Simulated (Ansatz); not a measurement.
System: Si2C3.

```cif
data_structure
_symmetry_space_group_name_H-M 'P 1'
_symmetry_Int_Tables_number 1
_cell_length_a 2.6236
_cell_length_b 2.6236
_cell_length_c 34.9063
_cell_angle_alpha 90.000
_cell_angle_beta 90.000
_cell_angle_gamma 120.000
_cell_volume 208.08
loop_
_atom_site_label
_atom_site_type_symbol
_atom_site_fract_x
_atom_site_fract_y
_atom_site_fract_z
_atom_site_occupancy
Si1 Si 0.00000 0.00000 0.13146 1
Si2 Si 0.66667 0.33333 0.46479 1
Si3 Si 0.33333 0.66667 0.79813 1
Si4 Si 0.66667 0.33333 0.20187 1
Si5 Si 0.33333 0.66667 0.53521 1
Si6 Si 0.00000 0.00000 0.86854 1
C1 C 0.66667 0.33333 0.00000 1
C2 C 0.33333 0.66667 0.33333 1
C3 C 0.00000 0.00000 0.66667 1
C4 C 0.33333 0.66667 0.16667 1
C5 C 0.00000 0.00000 0.50000 1
C6 C 0.66667 0.33333 0.83333 1
C7 C 0.33333 0.66667 0.00000 1
C8 C 0.00000 0.00000 0.33333 1
C9 C 0.66667 0.33333 0.66667 1
```

Space group R-3m; a structure generated by program, which may or may not match a known phase.

All numbers below come from DFT PBE, scalar-relativistic, plane waves, PAW in Ansatz.

**What will maps of the valence pseudo-density and electron localisation function show?**

C–C (1.51 Å): ρ is about 1.7 e/Å³ halfway; the ELF peaks at about 0.95 between the atoms.
Si–C (1.95 Å): ρ at the midpoint is about 0.73 e/Å³; the ELF peaks at about 0.85 between the atoms.

**Metal or insulator at this level of theory?**

It is metallic or semimetallic at this level of theory: no gap opens.

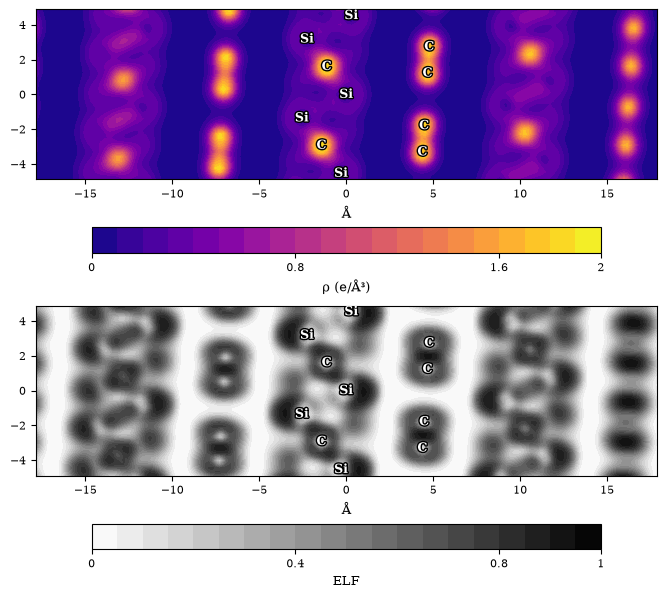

Computed valence pseudo-density and electron localisation function on the (111) plane of the conventional cell, in this order. Atoms just off the plane (Si, 0.3 Å away and C, 0.3 Å away) can leave unmarked features too.

In a PAW calculation such maps are meaningful between the atoms, not at the nuclei.
